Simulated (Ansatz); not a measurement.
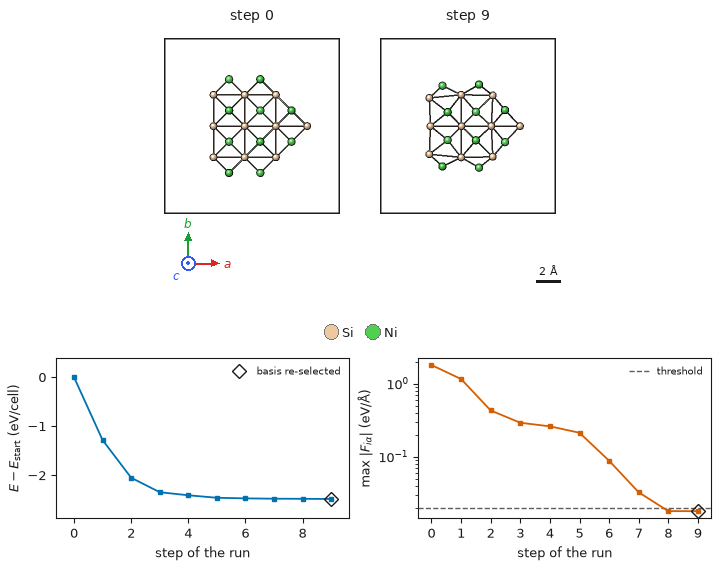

First and last geometry of a relaxation of a wire of composition Si₂Ni, with the history of the run. The picture is a ball-and-stick view of the cell of the calculation, with the vacuum cut short (origin shifted), seen along the c axis.

Case: wire along [0 0 1], 30 atoms a period.

Method: DFT PBEsol, scalar-relativistic, plane waves, PAW (Ansatz).

The input:
```yaml
crystal:
  lattice:
    - [17.1, 0.0, 0.0]
    - [0.0, 17.4, 0.0]
    - [0.0, 0.0, 5.3913419787]
  atoms:
    - { symbol: Si, position: [0.2635376325, 0.5, 0.75] }
    - { symbol: Si, position: [0.5788207892, 0.5, 0.75] }
    - { symbol: Si, position: [0.2635376325, 0.3450763799, 0.75] }
    - { symbol: Si, position: [0.2635376325, 0.6549236201, 0.75] }
    - { symbol: Si, position: [0.5788207892, 0.3450763799, 0.75] }
    - { symbol: Si, position: [0.5788207892, 0.6549236201, 0.75] }
    - { symbol: Ni, position: [0.5, 0.2676145699, 0.0] }
    - { symbol: Ni, position: [0.5, 0.57746181, 0.0] }
    - { symbol: Si, position: [0.2635376325, 0.3450763799, 0.25] }
    - { symbol: Si, position: [0.2635376325, 0.6549236201, 0.25] }
    - { symbol: Si, position: [0.5788207892, 0.3450763799, 0.25] }
    - { symbol: Si, position: [0.5788207892, 0.6549236201, 0.25] }
    - { symbol: Si, position: [0.2635376325, 0.5, 0.25] }
    - { symbol: Si, position: [0.5788207892, 0.5, 0.25] }
    - { symbol: Ni, position: [0.5, 0.42253819, 0.5] }
    - { symbol: Ni, position: [0.5, 0.7323854301, 0.5] }
    - { symbol: Si, position: [0.4211792108, 0.5, 0.25] }
    - { symbol: Si, position: [0.7364623675, 0.5, 0.25] }
    - { symbol: Si, position: [0.4211792108, 0.3450763799, 0.25] }
    - { symbol: Si, position: [0.4211792108, 0.6549236201, 0.25] }
    - { symbol: Ni, position: [0.3423584217, 0.2676145699, 0.5] }
    - { symbol: Ni, position: [0.3423584217, 0.57746181, 0.5] }
    - { symbol: Ni, position: [0.6576415783, 0.57746181, 0.5] }
    - { symbol: Si, position: [0.4211792108, 0.3450763799, 0.75] }
    - { symbol: Si, position: [0.4211792108, 0.6549236201, 0.75] }
    - { symbol: Si, position: [0.4211792108, 0.5, 0.75] }
    - { symbol: Si, position: [0.7364623675, 0.5, 0.75] }
    - { symbol: Ni, position: [0.3423584217, 0.42253819, 0.0] }
    - { symbol: Ni, position: [0.3423584217, 0.7323854301, 0.0] }
    - { symbol: Ni, position: [0.6576415783, 0.42253819, 0.0] }
basis:
  ecutwfc: 420
kpoints:
  mp_grid: { grid: [1, 1, 10] }
hamiltonian:
  xc: pbesol
scf:
  occupations: { method: gaussian, width: 0.05 }
output:
  forces: true
  stress: true
  eigenvalues: true
  populations: true
  write_density: true
  write_potential: true
  elf: true
  volumetric_format: npy
relax:
  adjacent_minimum: "off"
  f_tol: 0.02
  max_steps: 45
  cell: { fix: [a, b, alpha, beta, gamma], stress_tol: 0.03 }
```

Launched with:
```bash
ansatz run input.yaml --threads 4 --pin off --max-ram 11264MiB --backend cpu --events-out ev --progress --plain --runs-dir out
```

What do the curves and the structures tell?

Answer. It converged. After 8 accepted moves (9 points after the start) the energy has fallen by 2.482 eV per cell of the calculation. Largest force component: 1.8 eV/Å at the start, 0.018 eV/Å at the end. At 1 point the geometry stayed and the basis and grid were re-selected for the new cell (energy shift of 3.6 meV per cell of the calculation at most each time). The largest moves relative to the layer's centre, 0.60 Å, are those of Ni21 and Ni29. By element the largest moves are Ni 0.60 Å, Si 0.31 Å. Along the periodic axis the drawn cell goes c 5.391 → 5.517 Å (+2.3 %). Some distances before and after: Si5–Si11 2.696 → 3.193 Å, Si3–Si9 2.696 → 3.082 Å, Si5–Si11 (another image) 2.696 → 2.324 Å, Si3–Si9 (another image) 2.696 → 2.435 Å. Bond angles that change, for instance: Si6–Ni16–Si12 70.5° → 93.2°, Si6–Ni16–Si20 109.5° → 130.6°, Ni16–Si12–Ni23 109.5° → 88.7°.
